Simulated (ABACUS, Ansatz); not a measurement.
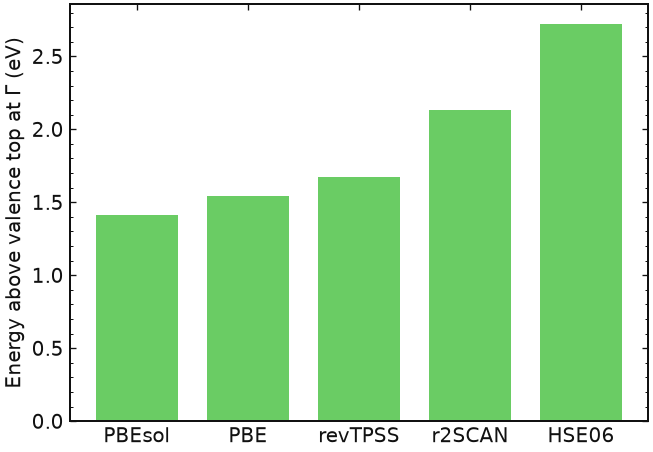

Lowest conduction level at Γ, counted from the valence-band top at Γ, by several methods on one cell of zincblende ZnSe, space group F-43m, 2 atoms in the primitive cell, volume scaled by a factor 0.94; cubic a = 5.552 Å. All runs are without spin-orbit coupling and carry no moments. The cell is at 7 GPa in PBE.

```csv
method,program,Γ (eV)
PBEsol,Ansatz,1.41
PBE,Ansatz,1.54
revTPSS,ABACUS,1.67
r2SCAN,Ansatz,2.13
HSE06,Ansatz,2.72
```

Estimate the PBE0 values. It was run as: PBE0, Ansatz PAW, 4×4×4 k mesh, 420 eV cutoff, Fermi-Dirac smearing of 0.05 eV (Ansatz 0.2.0).

Answer. PBE0 keeps the long-range exact exchange that HSE06 screens off, so it lies above HSE06, here by 0.67 eV at Γ. PBE0 gives 3.39 eV at Γ, which is +1.85 eV from PBE at Γ.

How do the methods rank at Γ?

Answer. From low to high: PBEsol 1.41, PBE 1.54, revTPSS 1.67, r2SCAN 2.13, HSE06 2.72, PBE0 3.39 eV.

Settings. PBEsol: PBEsol with D3(BJ) dispersion, Ansatz PAW, 8×8×8 k mesh, 420 eV cutoff, Fermi-Dirac smearing of 0.05 eV (Ansatz 0.2.0). PBE: Ansatz PAW, 8×8×8 k mesh, 420 eV cutoff, Fermi-Dirac smearing of 0.05 eV (Ansatz). revTPSS: SG15 ONCV 1.2 PBE, 5×5×5 k mesh, 1374 eV cutoff, Fermi-Dirac smearing of 0.05 eV (ABACUS). r2SCAN: r2SCAN with D4 dispersion, Ansatz PAW, 8×8×8 k mesh, 500 eV cutoff, Fermi-Dirac smearing of 0.05 eV (Ansatz). HSE06: Ansatz PAW, 4×4×4 k mesh, 420 eV cutoff, Fermi-Dirac smearing of 0.05 eV (Ansatz).

These are six of the 18 methods that were run on this cell. Runs that lie over 0.07 eV from the median of the programs for their method weren't drawn. The runs come from different programs and meshes, which adds differences of its own. Spin-orbit coupling is left out, which matters for Se. PBEsol, r2SCAN, HSE06 and PBE0: the PAW data sets were made with another functional. LDA, GGA and most meta-GGA functionals understate gaps. HSE06 and PBE0: the k mesh is coarse, so the values aren't converged, least of all with exact exchange. revTPSS: the potentials were made for another functional.
